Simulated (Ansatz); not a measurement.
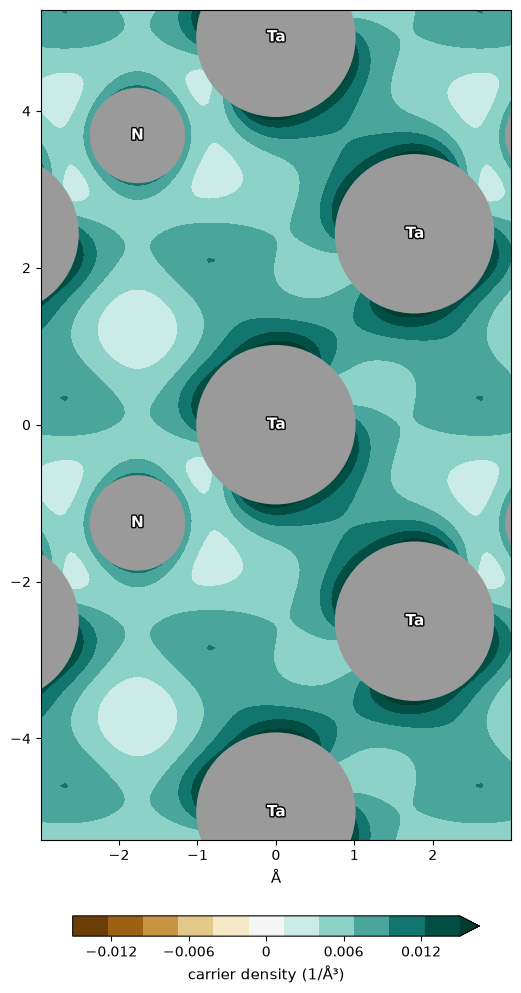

Figure 1: Ta2N. Where the hole sits when 0.5 electron is taken from the 9-atom cell of the calculation (uniform compensating background, atoms fixed); the change of density for each carrier, counted positive where the carrier is: a map on the (010) plane of the conventional cell, with grey discs over the atomic cores. Cores are masked to 1.0 Å (Ta) and 0.6 Å (N).

Space group P-31m; the calculation finds a residual pressure of about 3 GPa at this fixed cell. The cell comes from a database of computed structures, not from a measurement.

Computed with DFT PBE, scalar-relativistic, plane waves, PAW in Ansatz.

In a PAW calculation such maps are meaningful between the atoms, not at the nuclei.

**Where does the doped charge go?**

The hole is spread through the whole cell, and no element is preferred much beyond its share of the volume, though the map shows lobes and thin regions outside the cores.
- Over the whole cell, outside the cores, it is densest at the edge of the masked core of Ta.
- The counter-flow of charge adds up to under 0.1 e for each carrier.
- These are shares of the net change, screening included; the states that take the carrier can be more concentrated.

Run times: 75 s (hole) and 75 s (base cell), on 2 threads of Arm Neoverse V1 (shared host).
